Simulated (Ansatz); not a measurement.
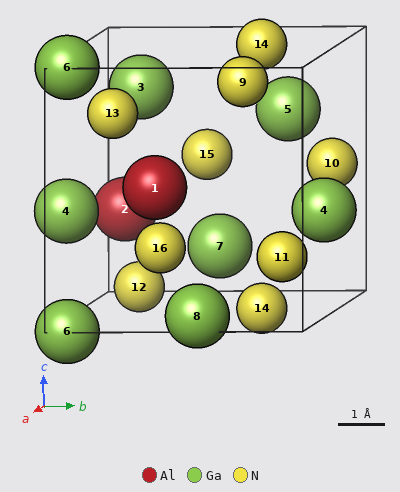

The structure as given in the input (spheres-only view of the cell of the calculation, seen slightly off an axis; atoms are numbered from 1 in the order of the input).

**AlGa3N4: single-point calculation**

The run: single-point calculation of AlGa3N4 (disordered cell, 16 atoms in the cell). Method and program: DFT PBEsol, scalar-relativistic, plane waves, PAW, no spin polarisation (Ansatz 0.2.0).

It belongs to a series of runs on one base structure; here: last frame at 3800 K on a finer mesh. Figures and captions count atoms from 1; the log counts them from 0 in places.

The input
```yaml
crystal:
  lattice:
    - [5.844282, 0.029519, 0.007246]
    - [0.029519, 5.832817, 0.12971]
    - [0.007246, 0.12971, 5.862171]
  atoms:
    - { symbol: Al, position: [0.8245953362, 0.383207522, 0.5210946298] }
    - { symbol: Al, position: [0.1226351662, 0.0945874293, 0.3310687632] }
    - { symbol: Ga, position: [0.3910224984, 0.2235335524, 0.8349756356] }
    - { symbol: Ga, position: [0.5858174904, 0.9813192226, 0.3962893074] }
    - { symbol: Ga, position: [0.2731937975, 0.7648899242, 0.7311777586] }
    - { symbol: Ga, position: [0.8903013809, 0.0595624556, 0.9876830281] }
    - { symbol: Ga, position: [0.3738794249, 0.5246711397, 0.2288497635] }
    - { symbol: Ga, position: [0.9453946283, 0.5780451525, 0.0526439125] }
    - { symbol: "N", position: [0.6939403495, 0.6924552846, 0.9002542734] }
    - { symbol: "N", position: [0.3366245505, 0.9510541098, 0.5344335186] }
    - { symbol: "N", position: [0.9016495673, 0.8960390483, 0.268762667] }
    - { symbol: "N", position: [0.2137442182, 0.1721713944, 0.050977954] }
    - { symbol: "N", position: [0.7093704242, 0.191329849, 0.7843557074] }
    - { symbol: "N", position: [0.5157131675, 0.7222121445, 0.0141730433] }
    - { symbol: "N", position: [0.184528548, 0.4280541723, 0.5464874786] }
    - { symbol: "N", position: [0.7260659081, 0.3799416234, 0.2770006499] }
basis:
  ecutwfc: 420
kpoints:
  mp_grid: { grid: [3, 3, 3] }
hamiltonian:
  xc: pbesol
scf:
  occupations: { method: fermi_dirac, width: 0.3275 }
output:
  forces: true
  stress: true
  eigenvalues: true
  populations: true
  write_density: true
  write_potential: true
  elf: true
  volumetric_format: npy
```

Run on 2 threads of AMD EPYC (Zen 3), 64 GiB of memory available, shared host.

Launch command:
```bash
ansatz run input.yaml --threads 2 --pin off --max-ram 5120MiB --backend cpu --events-out ev --progress --plain --runs-dir out
```

What the program printed
```
band count auto-derived: 84 (N_el = 124.0; filled up to band 62; 78 by the electrons, moments and atoms)
Engine: ansatz 0.2.0, x86_64-unknown-linux-gnu
Pseudopotentials: kind: paw
Pseudopotential: Al, paw, valence charge 3, recommended cutoff 420 eV (normal), Al.paw.azcp
Pseudopotential: Ga, paw, valence charge 13, recommended cutoff 420 eV (normal), Ga.paw.azcp
Pseudopotential: N, paw, valence charge 5, recommended cutoff 420 eV (normal), N.paw.azcp
Functional definition: PBEsol
  exchange = pbesol_x
  correlation = pbesol_c
Crystal: 16 atoms, lattice volume = 199.730 Å³
Basis set: ecut = 420 eV, 3901 PW (Γ), exchange–correlation on 80×80×80 points (8 copies of the dense FFT grid, shifted against one another)
Bands: 84, of which v1, the nominal top of the filled ones, is band 62 counted from 1 (61 counted from 0)
Symmetry: 1 space group operations
Space group: P1 (ITA 1), of the structure as read, at distance tolerance 5.8e-5 Å
k-points: 14 of 27 (time reversal used)
Non-local potential: Al, projectors of the file, l = 0: 2, l = 1: 2, l = 2: 1
Non-local potential: Ga, projectors of the file, l = 0: 2, l = 1: 2, l = 2: 3, l = 3: 1
Non-local potential: N, projectors of the file, l = 0: 2, l = 1: 2, l = 2: 1
PAW form: soft (Blöchl's): semilocal exchange-correlation on the pseudo side does not see the compensation charge
PAW frozen core: Al, regenerated for the run's functional, and the local potential with it (the file was generated under x = pbe(κ = 0.804, μ = 0.2195149727645171), c = pbe(β = 0.06672455060314922))
PAW frozen core: Ga, regenerated for the run's functional, and the local potential with it (the file was generated under x = pbe(κ = 0.804, μ = 0.2195149727645171), c = pbe(β = 0.06672455060314922))
PAW frozen core: N, regenerated for the run's functional, and the local potential with it (the file was generated under x = pbe(κ = 0.804, μ = 0.2195149727645171), c = pbe(β = 0.06672455060314922))
PAW one-centre angular grid: Al, 110 points (default); XC on 64 Gauss nodes
PAW one-centre angular grid: Ga, 590 points (default); XC on 64 Gauss nodes
PAW one-centre angular grid: N, 110 points (default); XC on 64 Gauss nodes
Initial density: superposition of atomic densities (neutral atoms: chi_scale 0, normalization atom), corrected by the library's trained network
Initial wavefunctions: pseudopotential atomic-orbital guess
Functional: x = pbesol(κ = 0.804, μ = 0.12345679012345678), c = pbesol(β = 0.046)
SCF iter   1: F=—  HF=-26530.759465 eV  |F-HF|=—  |Δ(HF+E_count)|=         —  Δρ=1.27e-2  dr2=3.36e-1  ethr=1.77e-3  ⟨swp⟩=6.0  Hψ=5061  notcnv=0
preconditioner: auto → Kerker (q_TF=auto, 2.520 Å⁻¹)  [metal: Δε(μ)=0.017 eV  Ē_g=15.837 eV  σ=0.328 eV  W_gap=0.01  n_scr=56 (ndim 8)  ℏωp=29.3 eV  f_vac=0.006  D(μ)=2.90/eV (n_scr^D=18)]
SCF iter   2: F=—  HF=-26530.701693 eV  |F-HF|=—  |Δ(HF+E_count)|=   5.78e-2  Δρ=6.07e-3  dr2=9.35e-2  ethr=2.71e-4  ⟨swp⟩=1.0  Hψ=1358  notcnv=0
SCF iter   3: F=—  HF=-26530.683316 eV  |F-HF|=—  |Δ(HF+E_count)|=   1.84e-2  Δρ=1.37e-3  dr2=5.51e-3  ethr=7.54e-5  ⟨swp⟩=2.2  Hψ=1565  notcnv=0
SCF iter   4: F=—  HF=-26530.681766 eV  |F-HF|=—  |Δ(HF+E_count)|=   1.55e-3  Δρ=6.90e-4  dr2=2.37e-3  ethr=4.44e-6  ⟨swp⟩=2.0  Hψ=1741  notcnv=0
SCF iter   5: F=—  HF=-26530.681216 eV  |F-HF|=—  |Δ(HF+E_count)|=   5.51e-4  Δρ=2.41e-4  dr2=4.82e-4  ethr=1.91e-6  ⟨swp⟩=2.0  Hψ=2013  notcnv=0
SCF iter   6: F=—  HF=-26530.681123 eV  |F-HF|=—  |Δ(HF+E_count)|=   9.31e-5  Δρ=8.94e-5  dr2=4.77e-5  ethr=3.89e-7  ⟨swp⟩=2.2  Hψ=2079  notcnv=0
SCF iter   7: F=—  HF=-26530.681135 eV  |F-HF|=—  |Δ(HF+E_count)|=   1.22e-5  Δρ=6.54e-5  dr2=9.97e-6  ethr=3.85e-8  ⟨swp⟩=2.3  Hψ=1967  notcnv=0
SCF iter   8: F=—  HF=-26530.681128 eV  |F-HF|=—  |Δ(HF+E_count)|=   6.51e-6  Δρ=2.13e-5  dr2=1.55e-6  ethr=8.04e-9  ⟨swp⟩=2.0  Hψ=1945  notcnv=0
SCF iter   9: F=—  HF=-26530.681128 eV  |F-HF|=—  |Δ(HF+E_count)|=   2.62e-8  Δρ=5.39e-6  dr2=1.69e-7  ethr=1.25e-9  ⟨swp⟩=2.4  Hψ=1817  notcnv=0
SCF iter  10: F=-26530.681128 eV  HF=-26530.681128 eV  |F-HF|=2.24e-8  |Δ(HF+E_count)|=   6.58e-9  Δρ=2.38e-6  dr2=2.23e-8  ethr=8.06e-11  ⟨swp⟩=8.7  Hψ=7131  notcnv=0
SCF 1 converged in 10 iterations: F = -26530.681128 eV  dr2 = 2.23e-8
  greatest PAW one-centre occupation: 0.996 electrons in one spin orbital (limit 2), on the Ga atom at site 3 (counted from 0), in its partial waves of l = 2
```

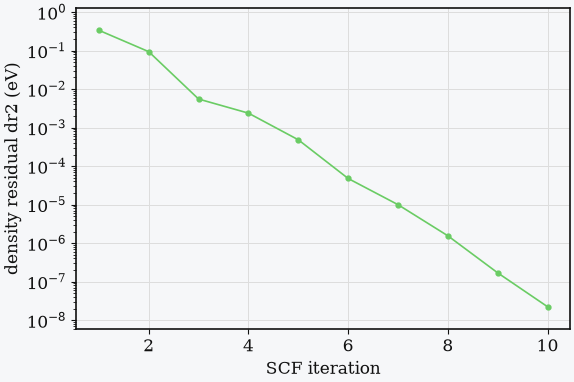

Convergence of the self-consistent field: density residual dr2 against the SCF iteration. The residual falls at every step.

```
SCF converged after 10 iterations
Free energy (F): -26530.681128 eV
Harris-Foulkes:  -26530.681128 eV  (|F-HF|=2.24e-8)
Internal energy: -26529.649269 eV  (E = F + TS)
E sigma→0 (E₀):  -26530.165199 eV
Entropy (-TS):   -1.031859 eV (-64.491 meV/atom)
Fermi energy:    9.386217 eV
--- Per-component energies (eV) ---
  E_band       = -245.023111
  E_kinetic    = 1790.725838
  E_local      = -14145.995016  (includes V_loc(G=0)·N_el)
  E_nonlocal   = 2958.974648
  E_hartree    = 6400.665170
  E_xc         = -964.685805
  E_vxc        = -1012.791571  (∫ρ·V_xc dr)
  E_paw        = -13592.664999  (= ΣΔE_a)
  E_vpaw       = -2637.270524  (= ΣTr[D̂ρ^β])
  E_aug_tail   = 0.000012  (compensation charges beyond the density's cutoff)
  E_ewald      = -8982.110053
  E_core_change = 5.440936  (= ΣΔE_core)
  E_smearing   = -1.031859  (= −TS)
  E_closure    = 0.000000  (closes the sum)
  Σ components = -26530.681128   (vs F -26530.681128, Δ=0.00e0)
--- Forces (eV/Å), atoms counted from 1 ---
  atom   1  Al     4.41298871     0.76412261    10.92527992
  atom   2  Al     1.52186296     0.32560103     2.67504121
  atom   3  Ga     3.08165392     1.30515536    -5.43017667
  atom   4  Ga     6.75939982     0.42804133    -2.87650424
  atom   5  Ga    -3.40200817    -7.31526451     6.99239142
  atom   6  Ga     0.74391923    -0.74455122    -0.39425216
  atom   7  Ga    -0.47728236    -1.76589019     1.91155820
  atom   8  Ga     1.27970765    -0.11494261     1.63078828
  atom   9  N      0.69204026     0.35238962    -2.06768882
  atom  10  N     -1.50999078     5.32239361    -3.99724447
  atom  11  N     -2.42612420    -0.44234678     1.30005276
  atom  12  N     -2.95489675    -0.46351016     2.92442892
  atom  13  N     -1.24966869     2.14818851    -3.36360498
  atom  14  N     -2.15646528     1.69526247    -2.02018145
  atom  15  N     -0.12261227    -0.73417884    -0.25860051
  atom  16  N     -4.19256055    -0.76046318    -7.95127536
  max |Σ_I F_I| component: 3.65e-5 eV/Å
--- Stress (GPa, compression-positive) ---
        5.628086       0.446547      -0.800755
        0.446537       9.065911      -9.001301
       -0.800739      -9.001295      20.158830
  P = ⅓ Tr σ = 11.6176 GPa (116.176 kbar)
--- Band table (eV; the first three rows and the last of 14) ---
  k-point 0: bands = ["-12.1624", "-9.3823", "-8.2172", "-7.5301", "-7.1256", "-6.6860", "-6.6744", "-6.6301", "-6.5847", "-6.5235", "-6.3788", "-6.3017", "-6.2685", "-6.2416", "-6.2010", "-6.1683", "-6.1302", "-6.1250", "-6.1002", "-6.0478", "-6.0301", "-6.0078", "-6.0051", "-5.9907", "-5.9695", "-5.9321", "-5.8669", "-5.6326", "-5.5997", "-5.4535", "-5.4084", "-5.3645", "-5.1527", "-4.8316", "-4.4213", "-4.2548", "-4.0472", "-2.0666", "0.3429", "0.6287", "1.0953", "1.7715", "2.1932", "2.8731", "3.0024", "3.0901", "3.4907", "3.6302", "3.9852", "4.3743", "4.8897", "5.3875", "5.4907", "5.7336", "5.9842", "6.1514", "6.7151", "6.9754", "7.3081", "7.4650", "8.4430", "9.1986", "9.7663", "10.6947", "11.2428", "11.4507", "11.8010", "12.1713", "12.3275", "12.5836", "13.2163", "13.5945", "13.8423", "14.1095", "14.2094", "14.5948", "14.8867", "15.1925", "16.1347", "16.3028", "16.3722", "17.0552", "17.5655", "17.6746"]
  k-point 1: bands = ["-12.1591", "-9.3676", "-8.2138", "-7.5216", "-7.1300", "-6.6990", "-6.6746", "-6.6256", "-6.5891", "-6.5418", "-6.3837", "-6.3121", "-6.2693", "-6.2501", "-6.1862", "-6.1653", "-6.1271", "-6.1152", "-6.0919", "-6.0562", "-6.0252", "-6.0102", "-6.0062", "-5.9868", "-5.9600", "-5.9308", "-5.8678", "-5.6452", "-5.5995", "-5.4453", "-5.4116", "-5.3872", "-5.1625", "-4.7222", "-4.5720", "-4.2184", "-4.0777", "-2.1089", "0.3037", "0.8637", "1.1455", "1.4405", "2.1626", "2.7423", "3.0947", "3.2413", "3.5713", "3.6545", "4.0496", "4.4391", "4.8877", "5.1591", "5.5068", "6.0905", "6.1370", "6.3295", "6.6727", "6.8985", "7.2800", "7.6995", "8.4533", "9.1127", "9.5949", "10.8184", "11.0655", "11.1904", "11.5735", "11.9463", "12.3760", "12.5767", "13.0086", "13.5824", "13.6988", "13.9716", "14.2889", "14.9108", "15.0761", "15.5039", "15.9156", "16.2013", "16.6925", "16.9009", "17.3851", "17.7574"]
  k-point 2: bands = ["-12.1580", "-9.3742", "-8.2174", "-7.5262", "-7.1289", "-6.6916", "-6.6549", "-6.6292", "-6.5862", "-6.5254", "-6.3771", "-6.3124", "-6.2693", "-6.2556", "-6.2014", "-6.1745", "-6.1345", "-6.0937", "-6.0803", "-6.0435", "-6.0277", "-6.0107", "-5.9945", "-5.9830", "-5.9722", "-5.9283", "-5.8502", "-5.6776", "-5.5093", "-5.4545", "-5.4131", "-5.3736", "-5.1847", "-4.8929", "-4.5266", "-4.2589", "-4.0568", "-2.1087", "0.4412", "0.6541", "0.9586", "1.8468", "2.2145", "2.5175", "3.0492", "3.3855", "3.6188", "3.7310", "3.9461", "4.7557", "4.8905", "5.3944", "5.5672", "5.7135", "6.0775", "6.2913", "6.6120", "6.8946", "7.0207", "7.5934", "8.5007", "8.9185", "9.5609", "10.1867", "10.7868", "11.6498", "12.0131", "12.2326", "12.7219", "13.0295", "13.2025", "13.5007", "13.8456", "14.1636", "14.2187", "14.5522", "15.1556", "15.5524", "15.8105", "16.1633", "16.5663", "16.9369", "17.1408", "17.6071"]
  k-point 13: bands = ["-12.1514", "-9.3339", "-8.1302", "-7.6560", "-7.1250", "-6.6868", "-6.6644", "-6.6263", "-6.5899", "-6.5421", "-6.4128", "-6.2865", "-6.2596", "-6.2284", "-6.1934", "-6.1554", "-6.1215", "-6.1034", "-6.0804", "-6.0454", "-6.0280", "-6.0000", "-5.9972", "-5.9752", "-5.9699", "-5.9069", "-5.8036", "-5.6864", "-5.5305", "-5.4461", "-5.4078", "-5.3763", "-5.0893", "-4.8947", "-4.6519", "-4.4480", "-4.2495", "-2.2636", "0.5309", "1.0754", "1.3763", "1.8846", "1.9449", "2.6245", "2.8436", "3.4016", "3.6227", "3.9887", "4.3216", "4.6573", "4.9915", "5.2162", "5.5971", "5.8242", "6.1238", "6.2674", "6.6267", "6.8300", "6.9898", "7.7001", "8.0293", "9.0143", "9.7616", "10.4399", "10.8529", "11.0488", "11.3729", "12.0152", "12.5303", "12.6676", "13.2095", "13.4395", "13.7381", "14.1969", "14.5082", "14.7214", "14.8870", "15.2291", "15.3538", "16.1312", "16.6610", "16.7311", "17.1755", "17.4005"]
--- Löwdin populations: 16 sites ---
  site symbol       q [e]
     0     Al      1.9891
     1     Al      1.9344
     2     Ga     12.2517
     3     Ga     12.2917
     4     Ga     12.4194
     5     Ga     12.2907
     6     Ga     12.5105
     7     Ga     12.5947
     8      N      5.2772
     9      N      5.8143
    10      N      5.7453
    11      N      5.8055
    12      N      5.7587
    13      N      5.2437
    14      N      5.7010
    15      N      5.8530
  spilling = 0.004187 (of n_electrons = 124.000000)
```

File populations.tsv
```
# site	symbol	l	j	q
# orbitals = lowdin
# n_electrons = 124.000000
# spilling = 0.004187
0	Al	0_3S	-	0.604347
0	Al	1_3P	-	1.384785
1	Al	0_3S	-	0.548531
1	Al	1_3P	-	1.385821
2	Ga	0_4S	-	0.862100
2	Ga	1_4P	-	1.428946
2	Ga	2_3D	-	9.960626
3	Ga	0_4S	-	0.953616
3	Ga	1_4P	-	1.373145
3	Ga	2_3D	-	9.964910
4	Ga	0_4S	-	0.996722
4	Ga	1_4P	-	1.463392
4	Ga	2_3D	-	9.959241
5	Ga	0_4S	-	0.846311
5	Ga	1_4P	-	1.479519
5	Ga	2_3D	-	9.964868
6	Ga	0_4S	-	1.057330
6	Ga	1_4P	-	1.473240
6	Ga	2_3D	-	9.979895
7	Ga	0_4S	-	1.075768
7	Ga	1_4P	-	1.541347
7	Ga	2_3D	-	9.977570
8	N	0_2S	-	1.404937
8	N	1_2P	-	3.872251
9	N	0_2S	-	1.372123
9	N	1_2P	-	4.442219
10	N	0_2S	-	1.490403
10	N	1_2P	-	4.254910
11	N	0_2S	-	1.417464
11	N	1_2P	-	4.388037
12	N	0_2S	-	1.423977
12	N	1_2P	-	4.334735
13	N	0_2S	-	1.380620
13	N	1_2P	-	3.863127
14	N	0_2S	-	1.618299
14	N	1_2P	-	4.082719
15	N	0_2S	-	1.496303
15	N	1_2P	-	4.356658
```

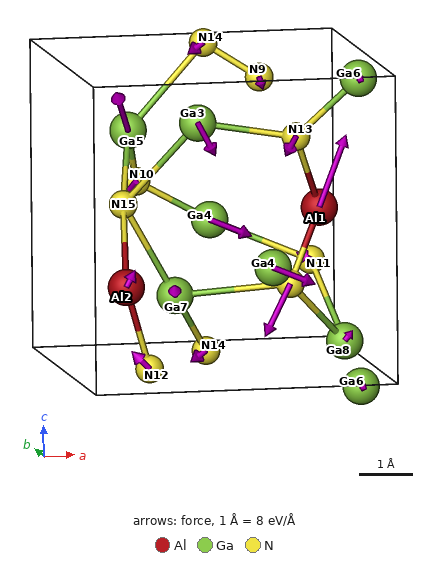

Forces on the atoms as pink arrows (ball-and-stick view of the cell of the calculation, seen slightly off an axis; atoms are numbered from 1 in the order of the input); the smallest are left out. The largest act on Al1 (11.81 eV/Å); Ga5 (10.68 eV/Å); N16 (9.02 eV/Å); Ga4 (7.36 eV/Å), among others. The geometry is not a stationary point of this energy.

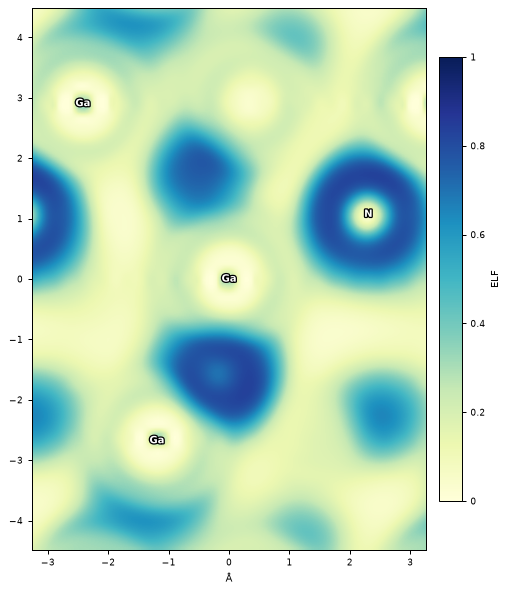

ELF on the (101) plane of the calculation cell. Atoms in the plane: Ga and N. The fields are those of the smooth PAW valence density.

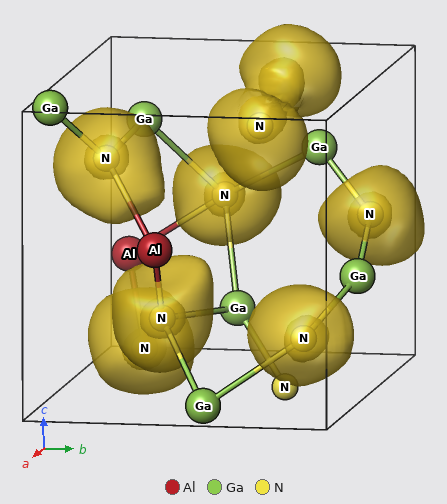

Isosurface of the electron localisation function at 0.65 (yellow), seen slightly off an axis. Only the valence region is drawn (cores and ρ < 0.01 e/Å³ removed). Sticks mark near contacts. The outline is the calculation cell. Values along the shortest contacts: N–N (1.25 Å): the ELF peaks at about 0.85 between the atoms (inside overlapping PAW spheres, so only a guide) (a multiple bond by its length, whose ELF region spreads away from the axis). Al–N (1.55 Å): the ELF is about 0.85 at the midpoint.

Results in brief

| quantity | value |
| --- | --- |
| outcome | converged |
| electrons treated | 124 |
| free energy | −26530.6811 eV |
| Fermi energy | 9.386 eV |
| gap on the k-point mesh | none (metallic) |
| pressure | 11.62 GPa |
| largest force (length of the vector) | 11.808 eV/Å |
| wall time | 16 s (CPU time 30 s) |
| peak memory | 0.64 GiB |
